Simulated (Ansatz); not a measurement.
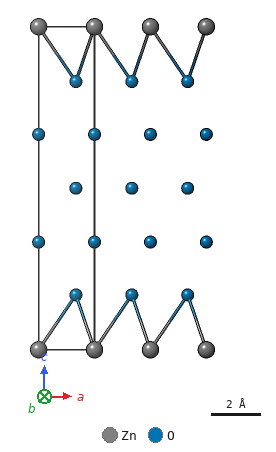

This is the input geometry for a relaxation of a crystal of ZnO$_{5}$ (a generated structure, set up in P-6m2) (coarse preliminary run). Style: ball-and-stick. Shown: the cell of the calculation, repeated 3 × 1 × 1 with one cell outlined, along the b axis.

Method: DFT PBE, scalar-relativistic, plane waves, PAW (Ansatz).

Input file:
```yaml
crystal:
  lattice:
    - [2.64252745, 0.0, 0.0]
    - [-1.32126373, 2.28849591, 0.0]
    - [0.0, 0.0, 13.22290626]
  atoms:
    - { symbol: Zn, position: [0.0, 0.0, 0.0] }
    - { symbol: O, position: [0.66666667, 0.33333333, 0.16976275], spin: 1.0 }
    - { symbol: O, position: [0.0, 0.0, 0.33336717], spin: 1.0 }
    - { symbol: O, position: [0.66666667, 0.33333333, 0.5], spin: 1.0 }
    - { symbol: O, position: [0.0, 0.0, 0.66663283], spin: 1.0 }
    - { symbol: O, position: [0.66666667, 0.33333333, 0.83023725], spin: 1.0 }
basis:
  ecutwfc: 420
kpoints:
  mp_grid: { grid: [6, 6, 2] }
hamiltonian:
  xc: pbe
scf:
  occupations: { method: gaussian, width: 0.1 }
  lower_state_search: "off"
output:
  forces: true
  stress: true
  eigenvalues: true
  populations: true
magnetization:
  spin_polarized: true
relax:
  adjacent_minimum: "off"
  f_tol: 0.04
  max_steps: 70
  cell: { stress_tol: 0.4 }
```

Run as
```bash
ansatz run input.yaml --threads 1 --pin off --max-ram 2560MiB --backend cpu --events-out ev --progress --plain --runs-dir out
```

**Predict the outcome.**

The energy falls by 3.909 eV per cell of the calculation in 14 accepted moves (17 points after the start). Largest force component: 0.96 eV/Å at the start, 0.013 eV/Å at the end. The pressure goes from −7.04 to 0.10 GPa. The SCF was repeated 3 times at an unchanged geometry on a basis and grid sized afresh for the cell, which shifted the energy by 0.161 eV per cell of the calculation at most. The largest moves relative to the cell, 0.73 Å, are those of O2 and O6. O2 goes along −c. Zn stays in place. The drawn cell changes as follows: a = b 2.643 → 3.131 Å (+18.5 %), c 13.223 → 10.435 Å (−21.1 %); the volume changes by +10.8 %. Among the contacts that change: Zn1–O2 2.714 → 2.089 Å. The space group stays P-6m2 (No. 187). Cost: 5.4 min on 1 thread of Arm Neoverse N1, on a shared host, peak memory 0.35 GiB.

The structure at the end:

```xyz
6
Lattice="3.1311 0.0000 0.0000 -1.5655 2.7116 0.0000 0.0000 0.0000 10.4353" Properties=species:S:1:pos:R:3 pbc="T T T"
Zn   -1.5655    2.7116    0.0000
O     1.5655    0.9039    1.0464
O    -1.5655    2.7116    4.0257
O     1.5655    0.9039    5.2176
O    -1.5655    2.7116    6.4096
O     1.5655    0.9039    9.3889
```

After the run, drawn alike:

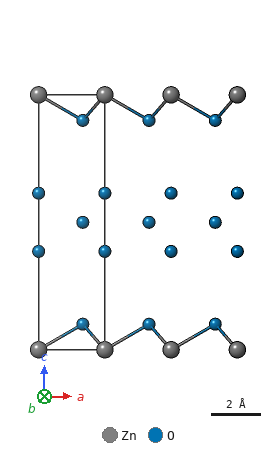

Limits of the set-up: the k-point mesh is coarse for a cell with partly filled bands.
